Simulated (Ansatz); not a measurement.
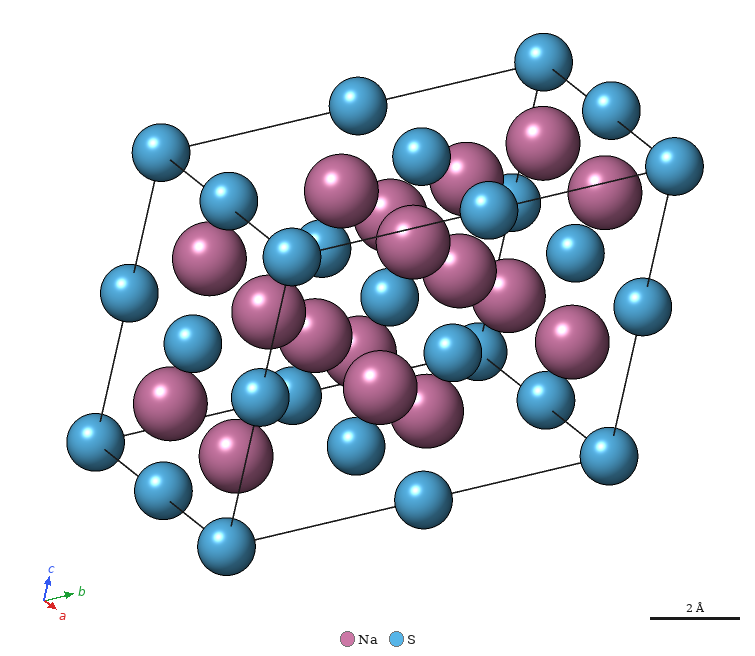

An orthographic spheres-only view of the structure, slightly off an axis. The simulation cell is drawn as a box. Cell: a = 9.287 Å, b = 9.287 Å, c = 9.287 Å, α = 60.00°, β = 60.00°, γ = 60.00°.

The compound is Na17S8. The cell has 25 atoms, namely 17 Na, 8 S.

Its origin is a structure listed in the Materials Project, repeated into a supercell with a point defect put in. The cell was then strained or its atoms displaced on purpose. The atoms were relaxed in a fixed cell with DFT PBE, scalar-relativistic, plane waves, PAW in Ansatz.
